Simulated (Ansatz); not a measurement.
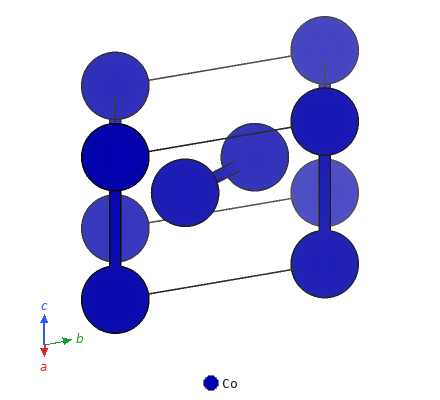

Co (P6/mmm, No. 191): the input geometry of an electronic-structure calculation (not necessarily at equilibrium); the starting structure was generated, so it need not be a known form of this composition.

```cif
data_structure
_symmetry_space_group_name_H-M 'P6/mmm'
_symmetry_Int_Tables_number 191
_cell_length_a 3.8556
_cell_length_b 3.8556
_cell_length_c 2.3767
_cell_angle_alpha 90.000
_cell_angle_beta 90.000
_cell_angle_gamma 120.000
_cell_volume 30.60
loop_
_atom_site_label
_atom_site_type_symbol
_atom_site_symmetry_multiplicity
_atom_site_Wyckoff_symbol
_atom_site_fract_x
_atom_site_fract_y
_atom_site_fract_z
_atom_site_occupancy
Co1 Co 1 a 0.00000 0.00000 0.00000 1
Co2 Co 2 d 0.33333 0.66667 0.50000 1
```

> What will a Z-contrast image along [201] show? Simulation: incoherent imaging, intensity Z^1.7 per atom, probe width 0.65 Å, thin sample. The probe carries 25 % of its weight in a tail 2.5 times as wide. Shot noise was added.

The columns repeat on a centred rectangular net of 1.14 × 2.23 Å (plane group c2mm). All columns are alike (Co). The shortest distance between visible columns is 1.14 Å in projection. Along the beam the structure repeats every 8.07 Å.

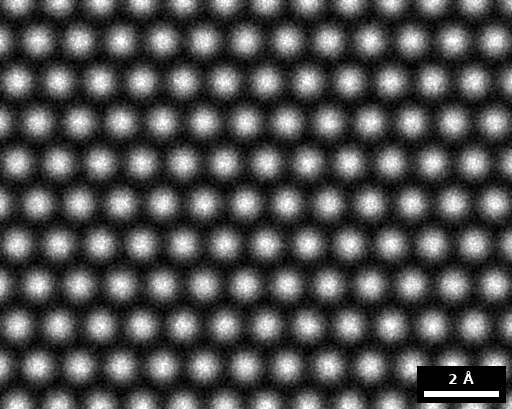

The simulated image.
